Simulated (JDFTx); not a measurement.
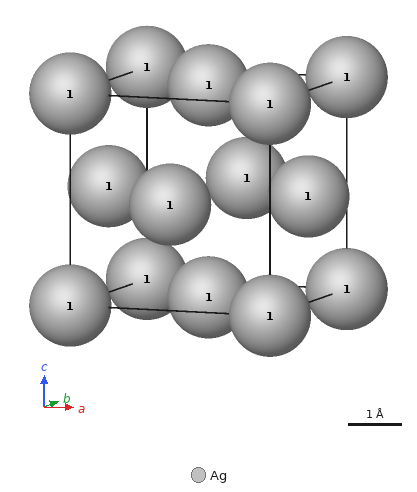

Fig. 1: The structure as given in the input (spheres-only view of the cell 4 times as large as that of the calculation, set on its symmetry axes, seen slightly off an axis; atoms are numbered from 1 in the order of the input). An atom can appear more than once, as a periodic image.

## Geometry relaxation of Ag (part 1 of 2)

- system: Ag (Fm-3m, 1 atom in the cell)
- method: Kohn-Sham DFT of a periodic cell, PBE, SG15-PBE-1.2, no spin polarisation (JDFTx 1.7.0 (patched build))

The structure derives from an entry of the Crystallography Open Database.

Input file
```
lattice \
    0.0000000000     3.8602380411     3.8602380411 \
    3.8602380411     0.0000000000     3.8602380411 \
    3.8602380411     3.8602380411     0.0000000000
coords-type Lattice
ion Ag     0.0000000000     0.0000000000     0.0000000000 1

ion-species pseudo/Ag.upf
elec-cutoff 40
elec-ex-corr gga-PBE
kpoint-folding 11 11 11
elec-smearing Fermi 0.0018374661
elec-n-bands 15
electronic-SCF nIterations 100 energyDiffThreshold 1e-09
electronic-minimize nIterations 30 energyDiffThreshold 1e-7
forces-output-coords Cartesian
lattice-minimize nIterations 40 energyDiffThreshold 1e-6

dump-name run.$VAR
dump End Ecomponents EigStats BandEigs Kpoints Forces Stress ElecDensity KEdensity
```

Launch command:
```bash
jdftx -c 1 -i Ag.in -o Ag.out
```

Log
```
*************** JDFTx 1.7.0 (patched build) ***************

Input parsed successfully to the following command list (including defaults):
[... the input with its defaults ...]

---------- Setting up symmetries ----------

Found 48 point-group symmetries of the bravais lattice
Found 48 space-group symmetries with basis
Applied RMS atom displacement 0 bohrs to make symmetries exact.

---------- Initializing the Grid ----------
R =
[            0      3.86024      3.86024  ]
[      3.86024            0      3.86024  ]
[      3.86024      3.86024            0  ]
unit cell volume = 115.046
G =
[  -0.813834   0.813834   0.813834  ]
[   0.813834  -0.813834   0.813834  ]
[   0.813834   0.813834  -0.813834  ]
Minimum fftbox size, Smin = [  32  32  32  ]
Chosen fftbox size, S = [  32  32  32  ]

---------- Exchange Correlation functional ----------
Initalized PBE GGA exchange.
Initalized PBE GGA correlation.

---------- Setting up pseudopotentials ----------
Width of ionic core gaussian charges (only for fluid interactions / plotting) set to 0

Reading pseudopotential file 'pseudo/Ag.upf':
  'Ag' pseudopotential, 'PBE' functional
  Generated using ONCVPSP code by D. R. Hamann
  19 valence electrons, 0 orbitals, 6 projectors, 602 radial grid points, with lMax = 2
  Core radius for overlap checks: 2.16 bohrs.

Initialized 1 species with 1 total atoms.

Folded 1 k-points by 11x11x11 to 1331 k-points.

---------- Setting up k-points, bands, fillings ----------
Reduced to 56 k-points under symmetry.
Computing the number of bands and number of electrons
Calculating initial fillings.
nElectrons:  19.000000   nBands: 15   nStates: 56

----- Setting up reduced wavefunction bases (one per k-point) -----
average nbasis = 1389.909 , ideal nbasis = 1390.133

---------- Setting up ewald sum ----------
Optimum gaussian width for ewald sums = 1.967960 bohr.
Real space sum over 2197 unit cells with max indices [  6  6  6  ]
Reciprocal space sum over 2197 terms with max indices [  6  6  6  ]

---------- Allocating electronic variables ----------
Initializing wave functions:  (No orbitals for LCAO)  bandwidth-limited random numbers

--------- Lattice Minimization ---------

Setting the auxilliary hamiltonian equal to the subspace hamiltonian.

-------- Electronic minimization -----------
Will mix electronic density at each iteration.
	FillingsUpdate:  mu: +1.726257931  nElectrons: 19.000000
	FillingsUpdate:  mu: -0.490514024  nElectrons: 19.000000
SCF: Cycle:  0   F: -137.936499041631151   dF: -4.406e+01   |Residual|: 4.301e+00   |deigs|: 3.242e+00
	FillingsUpdate:  mu: +0.229621537  nElectrons: 19.000000
SCF: Cycle:  1   F: -137.216553532175652   dF: +7.199e-01   |Residual|: 3.349e+00   |deigs|: 1.105e+00
	FillingsUpdate:  mu: +1.270775163  nElectrons: 19.000000
SCF: Cycle:  2   F: -130.151036950288443   dF: +7.066e+00   |Residual|: 3.798e+00   |deigs|: 2.524e+00
	FillingsUpdate:  mu: +0.615089346  nElectrons: 19.000000
SCF: Cycle:  3   F: -143.563477645626676   dF: -1.341e+01   |Residual|: 6.785e-01   |deigs|: 1.043e+00
	FillingsUpdate:  mu: +0.596664504  nElectrons: 19.000000
SCF: Cycle:  4   F: -143.193026689245471   dF: +3.705e-01   |Residual|: 8.519e-01   |deigs|: 1.396e-01
	FillingsUpdate:  mu: +0.609244893  nElectrons: 19.000000
SCF: Cycle:  5   F: -143.439377218050083   dF: -2.464e-01   |Residual|: 1.081e+00   |deigs|: 9.281e-02
	FillingsUpdate:  mu: +0.715292718  nElectrons: 19.000000
SCF: Cycle:  6   F: -141.469796092942772   dF: +1.970e+00   |Residual|: 3.623e+00   |deigs|: 2.163e-01
	FillingsUpdate:  mu: +0.721086622  nElectrons: 19.000000
SCF: Cycle:  7   F: -141.822806896595353   dF: -3.530e-01   |Residual|: 3.384e+00   |deigs|: 8.619e-02
	FillingsUpdate:  mu: +0.703900832  nElectrons: 19.000000
SCF: Cycle:  8   F: -141.955544073705198   dF: -1.327e-01   |Residual|: 2.485e+00   |deigs|: 1.002e-01
	FillingsUpdate:  mu: +0.717084602  nElectrons: 19.000000
SCF: Cycle:  9   F: -142.197223842589779   dF: -2.417e-01   |Residual|: 2.530e+00   |deigs|: 5.921e-02
	FillingsUpdate:  mu: +0.661437501  nElectrons: 19.000000
SCF: Cycle: 10   F: -142.767891982504153   dF: -5.707e-01   |Residual|: 1.616e+00   |deigs|: 6.450e-02
	FillingsUpdate:  mu: +0.639608378  nElectrons: 19.000000
SCF: Cycle: 11   F: -142.568505370949907   dF: +1.994e-01   |Residual|: 1.752e+00   |deigs|: 5.343e-02
	FillingsUpdate:  mu: +0.680962791  nElectrons: 19.000000
SCF: Cycle: 12   F: -143.715988418493453   dF: -1.147e+00   |Residual|: 5.387e-01   |deigs|: 3.554e-01
	FillingsUpdate:  mu: +0.674056851  nElectrons: 19.000000
SCF: Cycle: 13   F: -143.798792479441659   dF: -8.280e-02   |Residual|: 2.341e-01   |deigs|: 4.478e-02
	FillingsUpdate:  mu: +0.670139693  nElectrons: 19.000000
SCF: Cycle: 14   F: -143.820961849430546   dF: -2.217e-02   |Residual|: 2.517e-02   |deigs|: 2.911e-02
	FillingsUpdate:  mu: +0.672067151  nElectrons: 19.000000
SCF: Cycle: 15   F: -143.818429333096731   dF: +2.533e-03   |Residual|: 6.497e-02   |deigs|: 1.003e-02
	FillingsUpdate:  mu: +0.668286367  nElectrons: 19.000000
SCF: Cycle: 16   F: -143.821073258461581   dF: -2.644e-03   |Residual|: 2.021e-02   |deigs|: 1.761e-02
	FillingsUpdate:  mu: +0.669097992  nElectrons: 19.000000
SCF: Cycle: 17   F: -143.821292150954605   dF: -2.189e-04   |Residual|: 1.073e-02   |deigs|: 2.951e-03
	FillingsUpdate:  mu: +0.669851214  nElectrons: 19.000000
SCF: Cycle: 18   F: -143.821336447410289   dF: -4.430e-05   |Residual|: 3.735e-03   |deigs|: 2.644e-03
	FillingsUpdate:  mu: +0.669533433  nElectrons: 19.000000
SCF: Cycle: 19   F: -143.821344731704698   dF: -8.284e-06   |Residual|: 3.191e-03   |deigs|: 1.083e-03
	FillingsUpdate:  mu: +0.669520622  nElectrons: 19.000000
SCF: Cycle: 20   F: -143.821343692794812   dF: +1.039e-06   |Residual|: 3.395e-03   |deigs|: 7.908e-05
	FillingsUpdate:  mu: +0.669549932  nElectrons: 19.000000
SCF: Cycle: 21   F: -143.821345130061445   dF: -1.437e-06   |Residual|: 2.145e-03   |deigs|: 1.720e-04
	FillingsUpdate:  mu: +0.669540799  nElectrons: 19.000000
SCF: Cycle: 22   F: -143.821345863180255   dF: -7.331e-07   |Residual|: 7.579e-04   |deigs|: 8.790e-05
	FillingsUpdate:  mu: +0.669534545  nElectrons: 19.000000
SCF: Cycle: 23   F: -143.821345827408720   dF: +3.577e-08   |Residual|: 7.486e-04   |deigs|: 2.205e-05
	FillingsUpdate:  mu: +0.669550321  nElectrons: 19.000000
SCF: Cycle: 24   F: -143.821346038283423   dF: -2.109e-07   |Residual|: 1.105e-04   |deigs|: 1.104e-04
	FillingsUpdate:  mu: +0.669549434  nElectrons: 19.000000
SCF: Cycle: 25   F: -143.821346044650085   dF: -6.367e-09   |Residual|: 4.613e-05   |deigs|: 1.095e-05
	FillingsUpdate:  mu: +0.669548216  nElectrons: 19.000000
SCF: Cycle: 26   F: -143.821346045807388   dF: -1.157e-09   |Residual|: 1.243e-05   |deigs|: 7.752e-06
	FillingsUpdate:  mu: +0.669548754  nElectrons: 19.000000
SCF: Cycle: 27   F: -143.821346046032033   dF: -2.246e-10   |Residual|: 6.553e-06   |deigs|: 3.241e-06
	FillingsUpdate:  mu: +0.669548620  nElectrons: 19.000000
SCF: Cycle: 28   F: -143.821346046086120   dF: -5.409e-11   |Residual|: 1.346e-06   |deigs|: 9.710e-07
SCF: Converged (|Delta E|<1.000000e-09 for 2 iters).

Setting wave functions to eigenvectors of Hamiltonian
# Lattice vectors:
R =
[            0      3.86024      3.86024  ]
[      3.86024            0      3.86024  ]
[      3.86024      3.86024            0  ]
unit cell volume = 115.046

# Strain tensor in Cartesian coordinates:
[            0            0            0  ]
[            0            0            0  ]
[            0            0            0  ]

# Stress tensor in Cartesian coordinates [Eh/a0^3]:
[ -0.000148126            0            0  ]
[            0 -0.000148126            0  ]
[            0            0 -0.000148126  ]

# Ionic positions in lattice coordinates:
ion Ag   0.000000000000000   0.000000000000000   0.000000000000000 1

# Forces in Cartesian coordinates:
force Ag  -0.000000000000000   0.000000000000000  -0.000000000000000 1

# Energy components:
   Eewald =     -107.1912658709665607
       EH =       32.5425141552886927
     Eloc =      -96.6042403974573318
      Enl =       -7.0666766094688098
      Exc =      -13.5749701934771068
       KE =       48.0733968708367954
-------------------------------------
     Etot =     -143.8212420452442757
       TS =        0.0001040008418368
-------------------------------------
        F =     -143.8213460460861199

LatticeMinimize: Iter:   0  F: -143.821346046086120  |grad|_K:  6.069e-03

-------- Electronic minimization -----------
Will mix electronic density at each iteration.
	FillingsUpdate:  mu: +0.669548620  nElectrons: 19.000000
	FillingsUpdate:  mu: +0.667044782  nElectrons: 19.000000
SCF: Cycle:  0   F: -143.821237398891355   dF: +4.899e-05   |Residual|: 1.304e-02   |deigs|: 7.382e-06
	FillingsUpdate:  mu: +0.667799056  nElectrons: 19.000000
SCF: Cycle:  1   F: -143.821380012618789   dF: -1.426e-04   |Residual|: 2.432e-03   |deigs|: 3.187e-03
	FillingsUpdate:  mu: +0.667769866  nElectrons: 19.000000
SCF: Cycle:  2   F: -143.821381568013322   dF: -1.555e-06   |Residual|: 7.626e-04   |deigs|: 7.256e-05
	FillingsUpdate:  mu: +0.667747219  nElectrons: 19.000000
SCF: Cycle:  3   F: -143.821381782290501   dF: -2.143e-07   |Residual|: 9.373e-05   |deigs|: 5.301e-05
	FillingsUpdate:  mu: +0.667740002  nElectrons: 19.000000
SCF: Cycle:  4   F: -143.821381822577649   dF: -4.029e-08   |Residual|: 5.186e-05   |deigs|: 2.482e-05
	FillingsUpdate:  mu: +0.667738584  nElectrons: 19.000000
SCF: Cycle:  5   F: -143.821381828795211   dF: -6.218e-09   |Residual|: 6.560e-05   |deigs|: 1.217e-05
	FillingsUpdate:  mu: +0.667738028  nElectrons: 19.000000
SCF: Cycle:  6   F: -143.821381831105697   dF: -2.310e-09   |Residual|: 1.110e-05   |deigs|: 3.100e-06
	FillingsUpdate:  mu: +0.667737931  nElectrons: 19.000000
SCF: Cycle:  7   F: -143.821381831658698   dF: -5.530e-10   |Residual|: 1.867e-05   |deigs|: 4.717e-07
	FillingsUpdate:  mu: +0.667738119  nElectrons: 19.000000
SCF: Cycle:  8   F: -143.821381831749278   dF: -9.058e-11   |Residual|: 1.383e-05   |deigs|: 8.448e-07
SCF: Converged (|Delta E|<1.000000e-09 for 2 iters).

Setting wave functions to eigenvectors of Hamiltonian
LatticeMinimize: 	Wolfe criterion not satisfied: alpha: 1  (E-E0)/|gdotd0|: -0.971614  gdotd/gdotd0: 0.947063 (taking cubic step)

-------- Electronic minimization -----------
Will mix electronic density at each iteration.
	FillingsUpdate:  mu: +0.667738119  nElectrons: 19.000000
	FillingsUpdate:  mu: +0.662717007  nElectrons: 19.000000
SCF: Cycle:  0   F: -143.820869178398112   dF: +1.967e-04   |Residual|: 2.609e-02   |deigs|: 2.530e-05
	FillingsUpdate:  mu: +0.664252188  nElectrons: 19.000000
SCF: Cycle:  1   F: -143.821444415093737   dF: -5.752e-04   |Residual|: 4.407e-03   |deigs|: 6.387e-03
	FillingsUpdate:  mu: +0.664191319  nElectrons: 19.000000
SCF: Cycle:  2   F: -143.821446694465834   dF: -2.279e-06   |Residual|: 1.660e-03   |deigs|: 1.417e-04
	FillingsUpdate:  mu: +0.664127269  nElectrons: 19.000000
SCF: Cycle:  3   F: -143.821447261082199   dF: -5.666e-07   |Residual|: 1.323e-04   |deigs|: 1.697e-04
	FillingsUpdate:  mu: +0.664134425  nElectrons: 19.000000
SCF: Cycle:  4   F: -143.821447333902483   dF: -7.282e-08   |Residual|: 1.233e-04   |deigs|: 3.878e-05
	FillingsUpdate:  mu: +0.664130673  nElectrons: 19.000000
SCF: Cycle:  5   F: -143.821447356371635   dF: -2.247e-08   |Residual|: 5.269e-05   |deigs|: 1.763e-05
	FillingsUpdate:  mu: +0.664128085  nElectrons: 19.000000
SCF: Cycle:  6   F: -143.821447361357599   dF: -4.986e-09   |Residual|: 1.193e-05   |deigs|: 1.301e-05
	FillingsUpdate:  mu: +0.664128183  nElectrons: 19.000000
SCF: Cycle:  7   F: -143.821447362555404   dF: -1.198e-09   |Residual|: 8.068e-06   |deigs|: 9.137e-07
	FillingsUpdate:  mu: +0.664128192  nElectrons: 19.000000
SCF: Cycle:  8   F: -143.821447362924147   dF: -3.687e-10   |Residual|: 1.341e-05   |deigs|: 3.283e-07
	FillingsUpdate:  mu: +0.664128453  nElectrons: 19.000000
SCF: Cycle:  9   F: -143.821447362993297   dF: -6.915e-11   |Residual|: 1.982e-05   |deigs|: 2.972e-06
SCF: Converged (|Delta E|<1.000000e-09 for 2 iters).

Setting wave functions to eigenvectors of Hamiltonian
# Lattice vectors:
R =
[            0      3.86859      3.86859  ]
[      3.86859            0      3.86859  ]
[      3.86859      3.86859            0  ]
unit cell volume = 115.794

# Strain tensor in Cartesian coordinates:
[   0.00216232            0            0  ]
[            0   0.00216232            0  ]
[            0            0   0.00216232  ]

# Stress tensor in Cartesian coordinates [Eh/a0^3]:
[ -0.000123262            0            0  ]
[            0 -0.000123262            0  ]
[            0            0 -0.000123262  ]

# Ionic positions in lattice coordinates:
ion Ag   0.000000000000000   0.000000000000000   0.000000000000000 1

# Forces in Cartesian coordinates:
force Ag   0.000000000000000  -0.000000000000000   0.000000000000000 1

# Energy components:
   Eewald =     -106.9599844486772469
       EH =       32.6809691023551920
     Eloc =      -96.9725768091246323
      Enl =       -7.0678041467700243
      Exc =      -13.5734271056677649
       KE =       48.0714849798419834
-------------------------------------
     Etot =     -143.8213384280425089
       TS =        0.0001089349507768
```
